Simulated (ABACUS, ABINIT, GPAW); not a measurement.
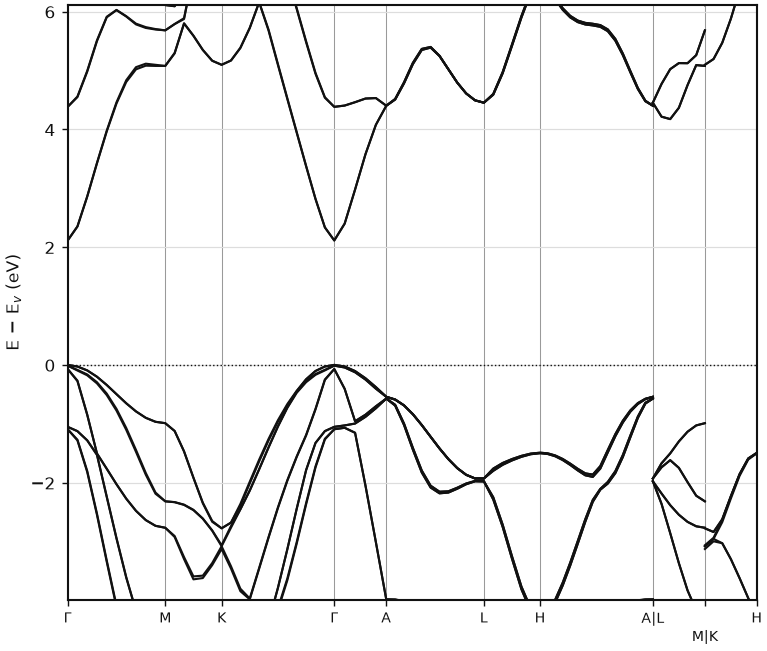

Band structure. Energies are counted from the top of the valence band.

### Which of these calculations gave it?
A. PbS, space group R3m (No. 160), 2 atoms in the primitive cell (a = 4.225 Å, c = 10.356 Å (hexagonal axes)); TB-mBJ
B. wurtzite GaN, space group P6_3mc, 4 atoms in the cell (a = 3.180 Å, c = 5.166 Å (hexagonal axes)); AM05+SOC
C. rocksalt YN, space group Fm-3m, 2 atoms in the primitive cell (cubic a = 4.877 Å); PBEsol

B. A semiconductor. The gap along this path is 2.11 eV and direct: both edges lie at Γ. The direct gaps are 2.11 eV at Γ, 4.94 eV at A and 6.38 eV at L. A hexagonal (primitive) lattice: the path Γ–M–K–Γ–A–L–H–A|L–M|K–H runs through the special points of its Brillouin zone.

Level of theory: AM05, PAW data sets generated in the run's folder for this functional, spin-orbit coupling, no magnetisation, 7×7×4 k mesh, 800 eV cutoff, Fermi-Dirac smearing of 0.05 eV; code GPAW.

Spin-orbit coupling was added after a scalar SCF, so levels and gaps hold it while energy, forces, pressure and moments don't. This program's spin-orbit splittings come out too wide for heavy elements. LDA, GGA and most meta-GGA functionals understate gaps. The cell is at 9 GPa in this functional. The potentials hold the d shell of Ga in the core, which widens gaps.
